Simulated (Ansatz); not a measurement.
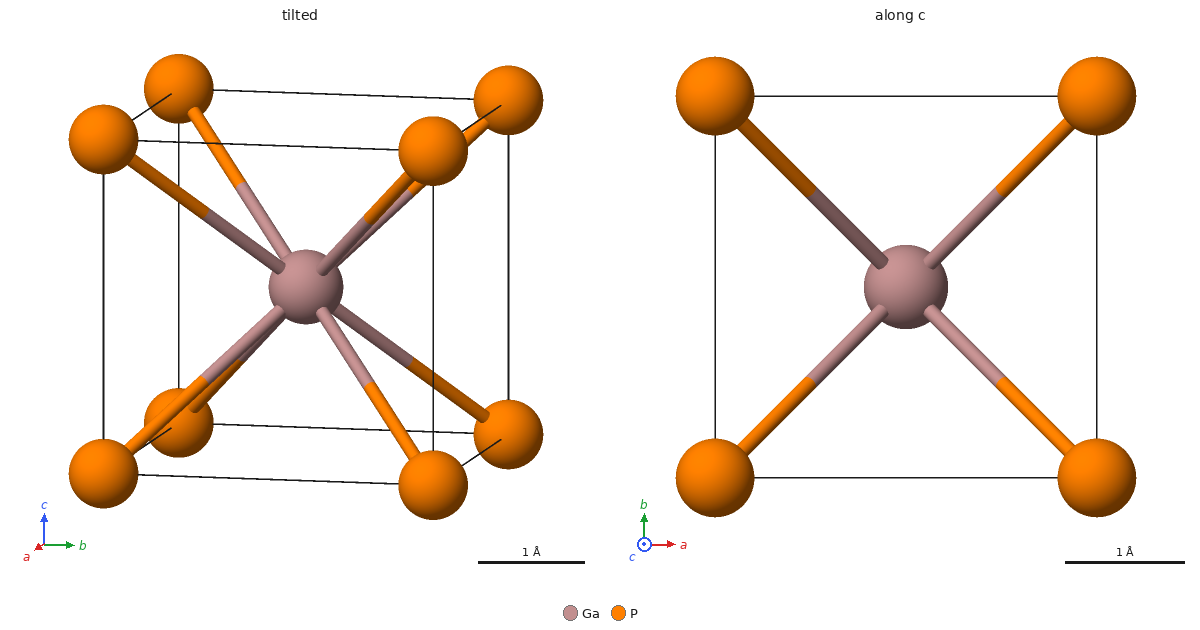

The structure above is drawn in ball-and-stick style and viewed slightly off an axis and along the c axis. The edges of the conventional unit cell are marked. Cell: a = 3.22 Å, b = 3.22 Å, c = 3.22 Å, α = 90.00°, β = 90.00°, γ = 90.00°.

Its origin is a random cell made by a generator, so it need not be a real form of the compound. Earlier steps of the study may have refined or changed the cell and positions. It went into a calculation with Ansatz.

Question: Notes on the structure:

Answer: The structure is one of GaP. The atoms follow space group Pm-3m (No. 221); the Bravais lattice is primitive cubic. In terms of structure types, this is caesium chloride (CsCl, B2) type. It has 2 atoms to the cell (1 Ga, 1 P). Each Ga has eight P in a cubic arrangement at about 2.8 Å. The coordination shell of P holds eight Ga in a cubic arrangement at about 2.8 Å. The bonds build a three-dimensional framework.

Theory: Ansatz, DFT PBE, scalar-relativistic, plane waves, PAW. Numerical settings: a basis cut at 420 eV, k-grid 18×18×18, Gaussian smearing of 0.1 eV, no spin polarisation.

Question: Metal or not?

Answer: A metal: bands cross the Fermi level.

Question: What charge does Bader's analysis assign to each element?

Answer: Ga +0.58 e; P -0.58 e.

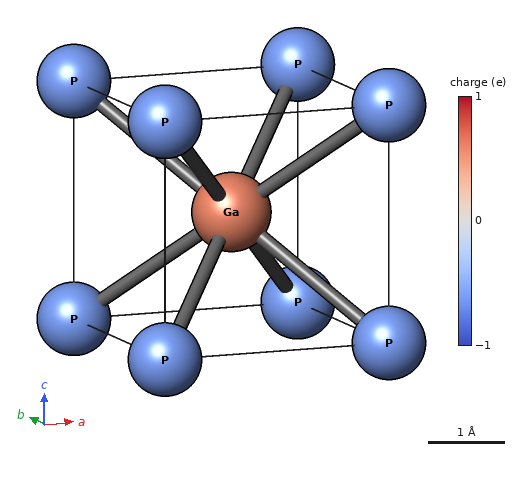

The atoms coloured by those charges. The run's cell of 2 atoms is drawn.

Question: Do the forces and the stress vanish for this geometry?

Answer: Yes. All forces vanish to within 0.01 eV/Å. The pressure is 0.0 GPa, close to zero.
